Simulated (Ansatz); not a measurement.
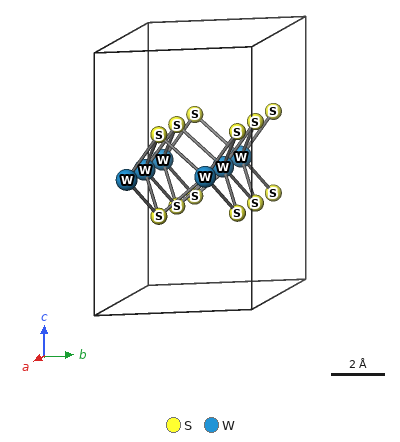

Fig. 1: The structure as given in the input (ball-and-stick view of the 3 × 2 repeat of the cell, with the vacuum cut short, seen slightly off an axis).

## Geometry relaxation of WS$_{2}$

- system: WS$_{2}$ (slab, 3 atoms in the cell)
- method: DFT PBE+D3(BJ), scalar-relativistic, plane waves, PAW, no spin polarisation (Ansatz 0.2.0)

The structure derives from an entry of the Crystallography Open Database.

## Input
```yaml
crystal:
  lattice:
    - [3.1341073008, 0.0, 0.0]
    - [-1.5670536504, 2.7361053838, 0.0]
    - [0.0, 0.0, 32.2996392941]
  atoms:
    - { symbol: S, position: [0.3333333333, 0.6666666667, 0.451203879] }
    - { symbol: W, position: [0.6666666667, 0.3333333333, 0.5] }
    - { symbol: S, position: [0.3333333333, 0.6666666667, 0.548796121] }
  periodic: [true, true, false]
basis:
  ecutwfc: 420
kpoints:
  mp_grid: { grid: [12, 12, 1] }
hamiltonian:
  xc: pbe
  dispersion: d3bj
scf:
  occupations: { method: gaussian, width: 0.02 }
output:
  forces: true
  stress: true
  eigenvalues: true
  write_density: true
  write_potential: true
  elf: true
  volumetric_format: npy
relax:
  adjacent_minimum: "off"
  f_tol: 0.003
  max_steps: 40
```

Hardware: 1 thread of Intel Xeon @ 2.90GHz (Ice Lake), 192 GiB of memory available, shared host.

Run as:
```bash
ansatz run input.yaml --threads 1 --pin off --max-ram 2560MiB --backend cpu --events-out ev --progress --plain --runs-dir out
```

## Log
```
Warning: output.stress: scf.convergence.dr2_threshold = 9e-9 eV (the default of a walk held to its f_tol) is looser than the 3e-10 eV advised for a printed stress (1e-10 eV for each atom of the cell: 3). What an SCF threshold leaves in a stress goes as its square root, and in the free energy as the threshold itself, and one threshold admits the most on a small cell: of the crystals measured, under no hybrid functional and no lock of the moments, on runs that ended without the residual-converged pass, on stresses that held no estimate of that error, the worst erred by over 100 MPa in a component at 1e-7 eV an atom and by under 5 at 1e-10. Every solve of this run answers to scf.convergence.dr2_threshold, and the tensor of one is reported: a single SCF on the reported geometry and on this run's grids (its basis.xc_grid and basis.ecutrho_ratio typed), with scf.convergence.dr2_threshold at 3e-10 eV or tighter, prints it and tightens no other solve. Else set scf.convergence.dr2_threshold to 3e-10 eV or tighter. The threshold is an SCF's pass mark: one that does not reach it within its budget of iterations ends unconverged, or closes short of it on a stop that the run arms, and scf.convergence.dr2_threshold's page says what that costs each kind of run
Engine: ansatz 0.2.0, x86_64-unknown-linux-gnu
Pseudopotentials: kind: paw
Pseudopotential: S, paw, valence charge 6, recommended cutoff 420 eV (normal), S.paw.azcp
Pseudopotential: W, paw, valence charge 14, recommended cutoff 420 eV (normal), W.paw.azcp
Functional definition: PBE
  parameter kappa = 0.804
  parameter beta = 0.06672455060314922
  exchange = pbe_x(kappa = kappa, mu = beta*pi^2/3)
  correlation = pbe_c(beta = beta)
Crystal: 3 atoms, lattice volume = 276.977 Å³
Basis set: ecut = 420 eV, 5335 PW (Γ), exchange–correlation on 48×48×432 points (8 copies of the dense FFT grid, shifted against one another)
Bands: 17, of which v1, the nominal top of the filled ones, is band 13 counted from 1 (12 counted from 0)
Symmetry: 4 space group operations
Space group: Amm2 (ITA 38), of the structure as read, at distance tolerance 6.5e-5 Å
k-points: 43 of 144 (time reversal used)
Non-local potential: S, projectors of the file, l = 0: 2, l = 1: 2, l = 2: 2
Non-local potential: W, projectors of the file, l = 0: 3, l = 1: 2, l = 2: 2, l = 3: 1
PAW form: soft (Blöchl's): semilocal exchange-correlation on the pseudo side does not see the compensation charge
PAW one-centre angular grid: S, 110 points (default); XC on 64 Gauss nodes
PAW one-centre angular grid: W, 590 points (default); XC on 64 Gauss nodes
Initial density: superposition of atomic densities (neutral atoms: chi_scale 0, normalization atom), corrected by the library's trained network
Initial wavefunctions: pseudopotential atomic-orbital guess
Functional: x = pbe(κ = 0.804, μ = 0.2195149727645171), c = pbe(β = 0.06672455060314922)
SCF iter   1: F=—  HF=-12192.349169 eV  |F-HF|=—  |Δ(HF+E_count)|=         —  Δρ=2.63e-3  dr2=2.56e-2  ethr=1.77e-3  ⟨swp⟩=16.7  Hψ=7776  notcnv=0
preconditioner: auto → Resta (q_TF=auto, 1.839 Å⁻¹)  ε∞=2.2  [insulator: Δε(μ)=1.968 eV  Ē_g=8.796 eV  σ=0.020 eV  W_gap=1.00  n_scr=18 (ndim 8)  ℏωp=9.5 eV  f_vac=0.780  D(μ)=0.00/eV (n_scr^D=0)  ε∞_Penn≈2.2  vacuum switching on, ρ_ref=5.6e-3 e/Å³]
SCF iter   2: F=—  HF=-12192.354890 eV  |F-HF|=—  |Δ(HF+E_count)|=   5.72e-3  Δρ=1.85e-3  dr2=1.79e-2  ethr=9.84e-5  ⟨swp⟩=5.0  Hψ=2496  notcnv=0
SCF iter   3: F=—  HF=-12192.353181 eV  |F-HF|=—  |Δ(HF+E_count)|=   1.71e-3  Δρ=9.97e-4  dr2=1.16e-3  ethr=6.90e-5  ⟨swp⟩=3.3  Hψ=1298  notcnv=0
SCF iter   4: F=—  HF=-12192.355311 eV  |F-HF|=—  |Δ(HF+E_count)|=   2.13e-3  Δρ=1.55e-4  dr2=5.20e-5  ethr=4.46e-6  ⟨swp⟩=3.7  Hψ=2028  notcnv=0
SCF iter   5: F=—  HF=-12192.355304 eV  |F-HF|=—  |Δ(HF+E_count)|=   7.34e-6  Δρ=4.72e-5  dr2=5.33e-6  ethr=2.00e-7  ⟨swp⟩=3.0  Hψ=1521  notcnv=0
SCF iter   6: F=—  HF=-12192.355304 eV  |F-HF|=—  |Δ(HF+E_count)|=   8.17e-7  Δρ=1.19e-5  dr2=4.20e-7  ethr=2.05e-8  ⟨swp⟩=3.3  Hψ=1652  notcnv=0
SCF iter   7: F=-12192.355305 eV  HF=-12192.355305 eV  |F-HF|=2.41e-8  |Δ(HF+E_count)|=   5.95e-8  Δρ=2.32e-6  dr2=1.74e-8  ethr=8.65e-10  ⟨swp⟩=20.9  Hψ=9320  notcnv=0
SCF 1 converged in 7 iterations: F = -12192.355305 eV  dr2 = 1.74e-8
  greatest PAW one-centre occupation: 1.000 electrons in one spin orbital (limit 2), on the W atom at site 1 (counted from 0), in its partial waves of l = 0
relax step   1: F+E_penalty+E_count = -12192.35530456 eV  Δ(F+E_penalty+E_count) = +0.000e0 eV  max|allowed force component| = 9.089e-2 eV/Å  Δτ_max = 0.0000 Å  (7 SCF iters, dr2 threshold 2.25e-7 eV, accepted)
Initial density: handed on by an earlier stage of this run
Initial wavefunctions: those handed on with the density
iter 1 solved again at ethr=1.24e-6 eV; its pass at ethr=3.10e-3 eV (dr2=3.23e-4 eV) is discarded
SCF iter   1: F=—  HF=-12192.355772 eV  |F-HF|=—  |Δ(HF+E_count)|=         —  Δρ=2.80e-4  dr2=3.20e-4  ethr=1.24e-6  ⟨swp⟩=3.1  Hψ=3364  notcnv=0
preconditioner: auto → Resta (q_TF=auto, 1.839 Å⁻¹)  ε∞=2.2  [insulator: Δε(μ)=1.954 eV  Ē_g=8.800 eV  σ=0.020 eV  W_gap=1.00  n_scr=18 (ndim 8)  ℏωp=9.5 eV  f_vac=0.780  D(μ)=0.00/eV (n_scr^D=0)  ε∞_Penn≈2.2  vacuum switching on, ρ_ref=5.6e-3 e/Å³]
SCF iter   2: F=—  HF=-12192.355715 eV  |F-HF|=—  |Δ(HF+E_count)|=   5.75e-5  Δρ=1.64e-4  dr2=1.98e-4  ethr=1.23e-6  ⟨swp⟩=2.6  Hψ=1195  notcnv=0
SCF iter   3: F=—  HF=-12192.355685 eV  |F-HF|=—  |Δ(HF+E_count)|=   3.02e-5  Δρ=8.94e-5  dr2=1.95e-5  ethr=7.60e-7  ⟨swp⟩=2.8  Hψ=1142  notcnv=0
SCF iter   4: F=—  HF=-12192.355681 eV  |F-HF|=—  |Δ(HF+E_count)|=   3.26e-6  Δρ=2.13e-5  dr2=1.20e-6  ethr=7.49e-8  ⟨swp⟩=3.4  Hψ=1459  notcnv=0
SCF iter   5: F=-12192.355681 eV  HF=-12192.355681 eV  |F-HF|=2.02e-8  |Δ(HF+E_count)|=   7.59e-8  Δρ=4.75e-6  dr2=5.61e-8  ethr=1.99e-9  ⟨swp⟩=21.1  Hψ=9435  notcnv=0
SCF 2 converged in 5 iterations: F = -12192.355681 eV  dr2 = 5.61e-8
relax step   2: F+E_penalty+E_count = -12192.35568126 eV  Δ(F+E_penalty+E_count) = -3.767e-4 eV  max|allowed force component| = 4.561e-2 eV/Å  Δτ_max = 0.0069 Å  (5 SCF iters, dr2 threshold 5.16e-7 eV, accepted)
SCF iter   1: F=—  HF=-12192.355828 eV  |F-HF|=—  |Δ(HF+E_count)|=         —  Δρ=9.06e-5  dr2=3.54e-5  ethr=1.31e-6  ⟨swp⟩=2.7  Hψ=2129  notcnv=0
preconditioner: auto → Resta (q_TF=auto, 1.839 Å⁻¹)  ε∞=2.2  [insulator: Δε(μ)=1.966 eV  Ē_g=8.805 eV  σ=0.020 eV  W_gap=1.00  n_scr=18 (ndim 8)  ℏωp=9.5 eV  f_vac=0.781  D(μ)=0.00/eV (n_scr^D=0)  ε∞_Penn≈2.2  vacuum switching on, ρ_ref=5.6e-3 e/Å³]
SCF iter   2: F=—  HF=-12192.355791 eV  |F-HF|=—  |Δ(HF+E_count)|=   3.79e-5  Δρ=5.36e-5  dr2=2.21e-5  ethr=1.36e-7  ⟨swp⟩=3.4  Hψ=1826  notcnv=0
SCF iter   3: F=—  HF=-12192.355787 eV  |F-HF|=—  |Δ(HF+E_count)|=   3.43e-6  Δρ=2.78e-5  dr2=1.82e-6  ethr=8.50e-8  ⟨swp⟩=2.5  Hψ=1081  notcnv=0
SCF iter   4: F=-12192.355787 eV  HF=-12192.355787 eV  |F-HF|=4.71e-8  |Δ(HF+E_count)|=   3.36e-7  Δρ=6.41e-6  dr2=1.02e-7  ethr=5.00e-10  ⟨swp⟩=18.1  Hψ=9787  notcnv=0
SCF 3 converged in 4 iterations: F = -12192.355787 eV  dr2 = 1.02e-7
relax step   3: F+E_penalty+E_count = -12192.35578680 eV  Δ(F+E_penalty+E_count) = -1.055e-4 eV  max|allowed force component| = 2.396e-3 eV/Å  Δτ_max = 0.0023 Å  (4 SCF iters, dr2 threshold 1.30e-7 eV, accepted)
iter 1 solved again at ethr=3.66e-10 eV; its pass at ethr=3.10e-3 eV (dr2=9.53e-8 eV) is discarded
SCF iter   1: F=—  HF=-12192.355814 eV  |F-HF|=—  |Δ(HF+E_count)|=         —  Δρ=6.26e-6  dr2=9.56e-8  ethr=3.66e-10  ⟨swp⟩=1.0  Hψ=2494  notcnv=0
preconditioner: auto → Resta (q_TF=auto, 1.839 Å⁻¹)  ε∞=2.2  [insulator: Δε(μ)=1.966 eV  Ē_g=8.806 eV  σ=0.020 eV  W_gap=1.00  n_scr=18 (ndim 8)  ℏωp=9.5 eV  f_vac=0.780  D(μ)=0.00/eV (n_scr^D=0)  ε∞_Penn≈2.2  vacuum switching on, ρ_ref=5.6e-3 e/Å³]
SCF iter   2: F=—  HF=-12192.355787 eV  |F-HF|=—  |Δ(HF+E_count)|=   2.70e-5  Δρ=3.27e-6  dr2=4.97e-8  ethr=3.66e-10  ⟨swp⟩=3.3  Hψ=1437  notcnv=0
SCF iter   3: F=—  HF=-12192.355787 eV  |F-HF|=—  |Δ(HF+E_count)|=   3.86e-9  Δρ=2.31e-6  dr2=1.73e-8  ethr=1.91e-10  ⟨swp⟩=2.4  Hψ=1107  notcnv=0
SCF iter   4: F=-12192.355787 eV  HF=-12192.355787 eV  |F-HF|=1.20e-10  |Δ(HF+E_count)|=   1.09e-9  Δρ=4.82e-7  dr2=7.23e-10  ethr=3.46e-11  ⟨swp⟩=15.5  Hψ=7377  notcnv=0
SCF 4 converged in 4 iterations: F = -12192.355787 eV  dr2 = 7.23e-10
relax step   4: F+E_penalty+E_count = -12192.35578683 eV  Δ(F+E_penalty+E_count) = -3.677e-8 eV  max|allowed force component| = 2.396e-3 eV/Å  Δτ_max = 0.0000 Å  (4 SCF iters, accepted)
```

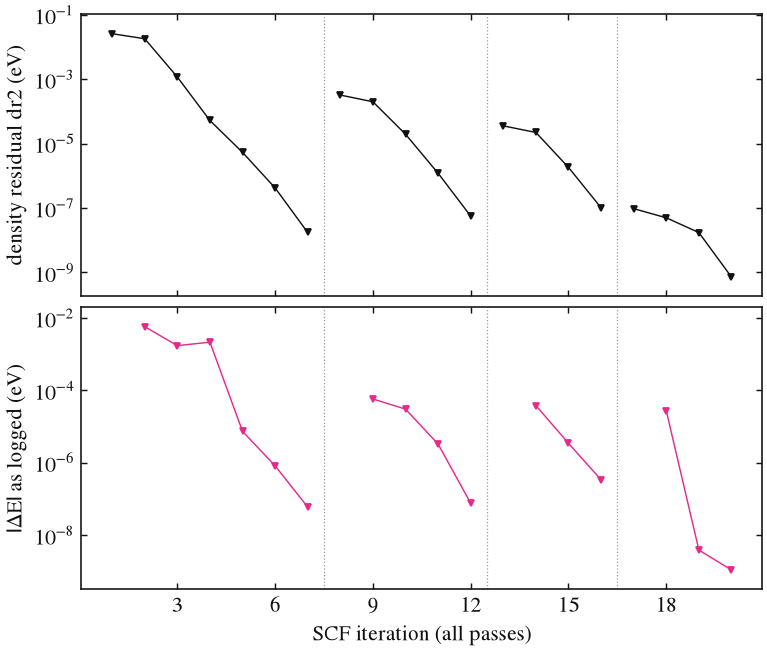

Fig. 2: Convergence of the self-consistent field: density residual dr2 and size of the energy change against the SCF iteration. The dotted lines part the SCF passes of the relaxation: geometry steps, rejected trials and re-solves on a re-selected basis. The passes take 7, 5, 4 and 4 iterations.

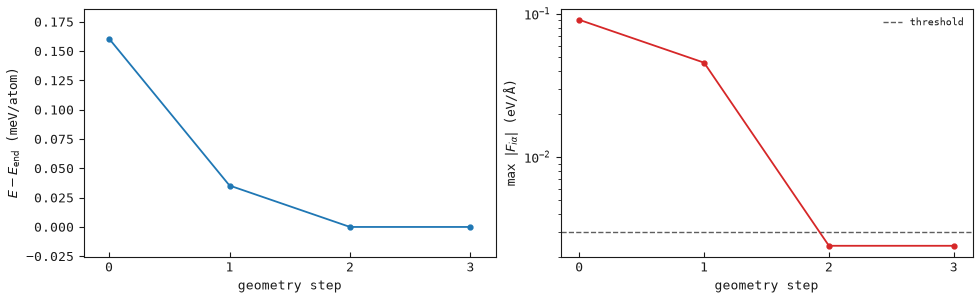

Fig. 3: Progress of the relaxation, step by step (the first geometry is step 0 here and step 1 in the log). The largest moves, 0.005 Å, are those of S1 and S3. By element the largest moves are S 0.005 Å, W 0.002 Å. The cell doesn't change. The energy falls by 0.2 meV per atom in 3 geometry steps. The largest force component goes from 0.091 to 0.0024 eV/Å. (Atoms are counted from 1 in the order of the input.)

```
SCF converged after 4 iterations
Free energy (F): -12192.355787 eV
Harris-Foulkes:  -12192.355787 eV  (|F-HF|=1.20e-10)
Internal energy: -12192.355787 eV  (E = F + TS)
E sigma→0 (E₀):  -12192.355787 eV
Fermi energy:    -4.685139 eV
--- Per-component energies (eV) ---
  E_band       = -621.821875
  E_kinetic    = 666.769907
  E_local      = -48893.985352  (includes V_loc(G=0)·N_el)
  E_nonlocal   = 57.308252
  E_hartree    = 24049.199193
  E_xc         = -462.299464
  E_vxc        = -415.197188  (∫ρ·V_xc dr)
  E_paw        = -9763.151839  (= ΣΔE_a)
  E_vpaw       = -135.116091  (= ΣTr[D̂ρ^β])
  E_aug_tail   = -0.000063  (compensation charges beyond the density's cutoff)
  E_ewald      = 22154.740191
  E_disp       = -0.936612  (pairwise vdW)
  E_smearing   = -0.000000  (= −TS)
  E_closure    = 0.000000  (closes the sum)
  Σ components = -12192.355787   (vs F -12192.355787, Δ=0.00e0)
--- Forces (eV/Å), atoms counted from 1 ---
  atom   1  S     -0.00000000     0.00119806     0.00042528
  atom   2  W      0.00000000    -0.00239664     0.00000000
  atom   3  S     -0.00000000     0.00119806    -0.00042528
  max |Σ_I F_I| component: 5.08e-7 eV/Å
--- 2D stress c σ (N/m, compression-positive) ---
        1.257290       0.000000       0.000000
        0.000000       0.241670       0.000000
        0.000000       0.000000       0.000000
  P = ½ c Tr σ = 0.7495 N/m
--- Band table (eV; the first three rows and the last of 43) ---
  k-point 0: bands = ["-79.5859", "-43.8903", "-43.7050", "-43.6905", "-20.5389", "-18.9104", "-12.1366", "-8.5071", "-8.4085", "-7.9138", "-7.2320", "-7.1718", "-5.8561", "-2.7244", "-2.6745", "-2.6249", "-2.5398"]
  k-point 1: bands = ["-79.5847", "-43.8858", "-43.7304", "-43.6962", "-20.4207", "-18.8662", "-11.9944", "-8.8084", "-8.2923", "-8.2740", "-7.3556", "-7.0874", "-5.9033", "-2.9296", "-2.8189", "-2.6437", "-2.4603"]
  k-point 2: bands = ["-79.5811", "-43.8733", "-43.7990", "-43.7119", "-20.0839", "-18.7407", "-11.6115", "-9.5092", "-8.9158", "-7.9723", "-7.7837", "-7.1188", "-6.1422", "-3.3693", "-2.8670", "-2.7954", "-1.9720"]
  k-point 42: bands = ["-79.5659", "-44.0033", "-43.8603", "-43.8198", "-18.3281", "-18.0648", "-11.4605", "-11.0186", "-9.8213", "-9.3007", "-8.9964", "-7.6383", "-6.2920", "-3.2151", "-2.2817", "-2.1389", "-0.4840"]
--- Relaxed structure (4 steps of the walk, 4 accepted, 0 SCFs on fresh bases) ---
  F+E_penalty+E_count = -12192.35578683 eV   max|allowed force component| = 2.396e-3 eV/Å
  cell:  # Å, volume = 276.9774 Å³
    - [3.1341073008, 0.0, 0.0]
    - [-1.5670536504, 2.7361053838, 0.0]
    - [0.0, 0.0, 32.2996392941]
  atoms:
    - { symbol: S, position: [0.3334841177293266, 0.6669682354586536, 0.4510636701929162] }
    - { symbol: W, position: [0.6663650978913462, 0.3327301957826926, 0.5] }
    - { symbol: S, position: [0.3334841177293266, 0.6669682354586536, 0.5489363298070837] }
```

## Trajectory as extended XYZ (Å, eV, eV/Å), 4 frames, from step=1 to step=4
```
3
Lattice="3.1341 0.0000 0.0000 -1.5671 2.7361 0.0000 0.0000 0.0000 32.2996" Properties=species:S:1:pos:R:3:forces:R:3 step=1 energy=-12192.35530
S     0.0000    1.8241   14.5737    0.0000   0.0286  -0.0909
W     1.5671    0.9120   16.1498    0.0000  -0.0572   0.0000
S     0.0000    1.8241   17.7259    0.0000   0.0286   0.0909
3
Lattice="3.1341 0.0000 0.0000 -1.5671 2.7361 0.0000 0.0000 0.0000 32.2996" Properties=species:S:1:pos:R:3:forces:R:3 step=2 energy=-12192.35568
S     0.0000    1.8250   14.5669    0.0000  -0.0038   0.0456
W     1.5671    0.9101   16.1498    0.0000   0.0076   0.0000
S     0.0000    1.8250   17.7327    0.0000  -0.0038  -0.0456
3
Lattice="3.1341 0.0000 0.0000 -1.5671 2.7361 0.0000 0.0000 0.0000 32.2996" Properties=species:S:1:pos:R:3:forces:R:3 step=3 energy=-12192.35579
S     0.0000    1.8249   14.5692    0.0000   0.0012   0.0005
W     1.5671    0.9104   16.1498    0.0000  -0.0024   0.0000
S     0.0000    1.8249   17.7304    0.0000   0.0012  -0.0005
3
Lattice="3.1341 0.0000 0.0000 -1.5671 2.7361 0.0000 0.0000 0.0000 32.2996" Properties=species:S:1:pos:R:3:forces:R:3 step=4 energy=-12192.35579
S     0.0000    1.8249   14.5692    0.0000   0.0012   0.0004
W     1.5671    0.9104   16.1498    0.0000  -0.0024   0.0000
S     0.0000    1.8249   17.7304    0.0000   0.0012  -0.0004
```

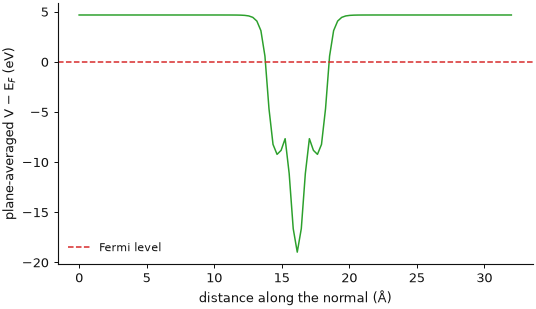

Fig. 4: Plane average of the electrostatic potential energy of an electron across the cell, from the Fermi level. The vacuum level lies 4.69 eV above the Fermi level.

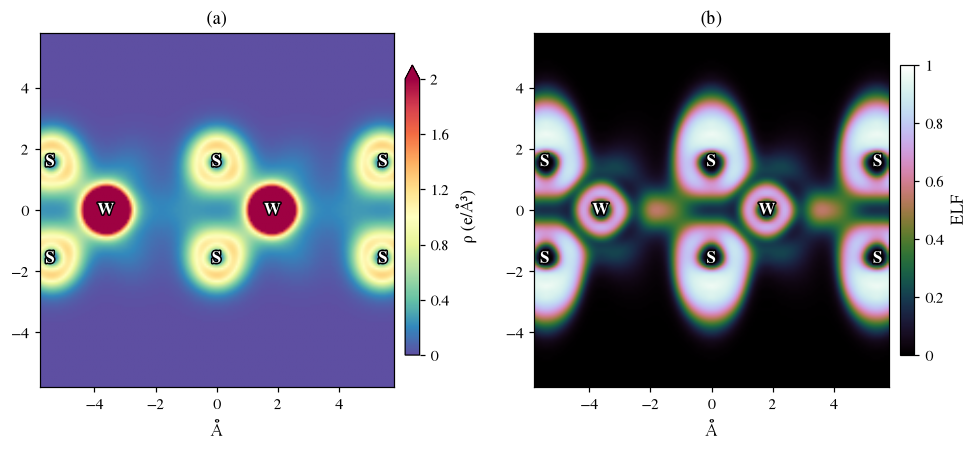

Fig. 5: (a) valence electron density; (b) electron localisation function on the (110) plane of the calculation cell, a cut from vacuum to vacuum. The section cuts through S and W sites. W–S (2.41 Å): the density is about 0.63 e/Å³ at the midpoint; the ELF is about 0.50 at the midpoint. The density dies away to nearly zero in the vacuum. The strong features right at W lie inside the PAW spheres (semicore, d or f shells) and say nothing about bonding. Core electrons are frozen (PAW), so the fields are smoothed inside the atomic spheres.

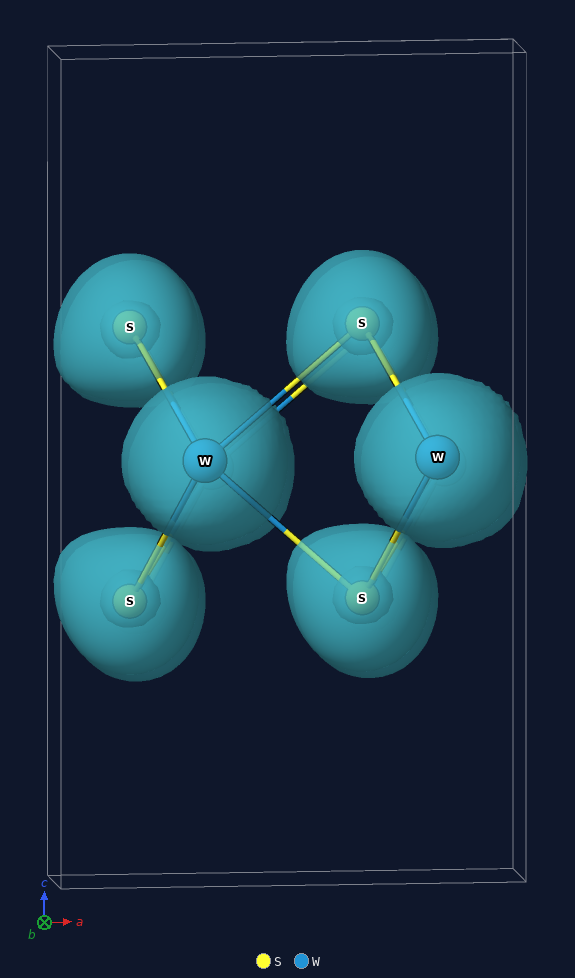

Fig. 6: Isosurface of the valence charge density (pseudo) at 0.8 e/Å³ (cyan), seen at an oblique angle. Sticks mark near contacts. At this value the density breaks into separate islands; it holds about 55 % of the electrons treated as valence (semicore included). It is pinched off along the W–S (2.41 Å) contacts. On the grid the lowest density along these lines, outside the cores, is 0.63 e/Å³ (W–S, 2.41 Å).

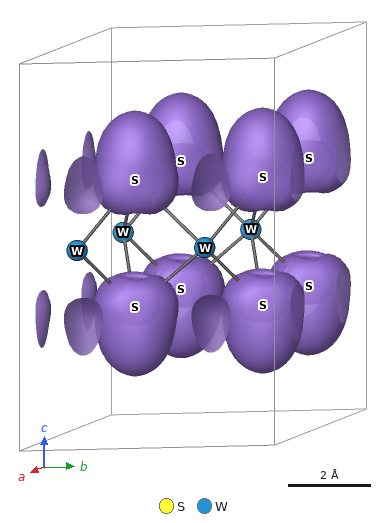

Fig. 7: Isosurface of the ELF at 0.75 (purple), seen slightly off an axis. Core shells and regions of very low density are left out. Sticks mark near contacts. Counts are for one cell; the picture repeats the cell along the surface. Profiles from the grid: W–S (2.41 Å): the ELF is about 0.50 at the midpoint.

## Summary

```tsv
quantity	value
outcome	converged
electrons treated	26
free energy	−12192.3558 eV
work function, top face	4.69 eV
work function, bottom face	4.69 eV
Fermi energy	−4.685 eV
gap on the k-point mesh	1.97 eV
final volume	276.98 Å³
work function (upper face)	4.69 eV
largest force (length of the vector) at the end	0.002 eV/Å
wall time	76 s
peak memory	0.58 GiB
```

## Remarks

Warnings of the run: the SCF threshold is looser than advised for the printed stress. Spin–orbit coupling is left out, which matters for W.
